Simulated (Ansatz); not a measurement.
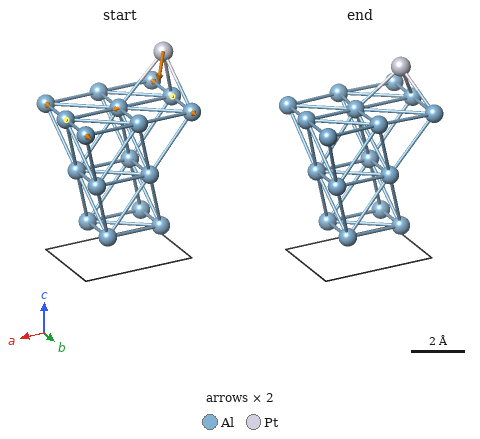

The structure of a slab of composition Al₁₂Pt before (left) and after (right) a constrained relaxation, at one scale. The orange arrows give the displacements, magnified 2 times.

Style: ball-and-stick. Shown: the cell of the calculation, outlined in the plane, without the vacuum, from a free direction.

It is Pt on Al(111), set down by a guess. The run prepares an end point of a later path (adatom hop) calculation, from a guessed geometry. 4 atoms are held fixed.

Level of theory: Ansatz 0.2.0, DFT PBEsol, scalar-relativistic, plane waves, PAW.

Input
```yaml
crystal:
  lattice:
    - [5.727565, 0.0, 0.0]
    - [2.863782, 4.960217, 0.0]
    - [0.0, 0.0, 16.676537]
  atoms:
    - { symbol: Al, position: [0.1666667, 0.1666667, 0.0599645] }
    - { symbol: Al, position: [0.6666667, 0.1666667, 0.0599645] }
    - { symbol: Al, position: [0.1666667, 0.6666667, 0.0599645] }
    - { symbol: Al, position: [0.6666667, 0.6666667, 0.0599645] }
    - { symbol: Al, position: [-0.1666667, 0.3333333, 0.2001776] }
    - { symbol: Al, position: [0.3333333, 0.3333333, 0.2001776] }
    - { symbol: Al, position: [-0.1666667, 0.8333333, 0.2001776] }
    - { symbol: Al, position: [0.3333333, 0.8333333, 0.2001776] }
    - { symbol: Al, position: [0.0, 0.0, 0.3403906] }
    - { symbol: Al, position: [0.5, 0.0, 0.3403906] }
    - { symbol: Al, position: [0.0, 0.5, 0.3403906] }
    - { symbol: Al, position: [0.5, 0.5, 0.3403906] }
    - { symbol: Pt, position: [0.1469925, 0.6774514, 0.4657164] }
basis:
  ecutwfc: 420.0
kpoints:
  mp_grid: { grid: [3, 3, 1] }
hamiltonian:
  xc: pbesol
scf:
  occupations: { method: fermi_dirac, width: 0.05 }
  lower_state_search: "off"
relax:
  f_tol: 0.03
  max_steps: 60
  adjacent_minimum: "off"
  constraints: [{ sites: [0, 1, 2, 3] }]
```

Launched with:
```bash
ansatz run input.yaml --threads 1 --pin off --max-ram 3072MiB --backend cpu --events-out ev --progress --plain --runs-dir out
```

Describe what moved and what it gained.

Answer. The atom that moves furthest is Pt13 (0.59 Å at 9° to the normal (−c side)). Largest moves by element: Pt 0.59 Å, Al 0.13 Å. The cell doesn't change. Among the contacts that change: Al12–Pt13 2.727 → 2.361 Å, Al11–Pt13 2.639 → 2.360 Å, Al9–Pt13 2.633 → 2.360 Å, Al11–Al12 2.864 → 3.078 Å. Bond angles that change, for instance: Al11–Pt13–Al12 64.5° → 81.4°, Al9–Pt13–Al12 64.6° → 81.4°, Al9–Pt13–Al11 65.8° → 81.5°. After 5 geometry steps the energy has fallen by 1.222 eV per cell of the calculation. Largest force component: 3.7 eV/Å at the start, 0.0047 eV/Å at the end. Cost: 46 s on 1 thread of Arm Neoverse V1, with other jobs on the host, peak memory 0.54 GiB.

Limits of the set-up: the periodic images lie only 5.7 Å apart, so the values are limited by the cell's size.
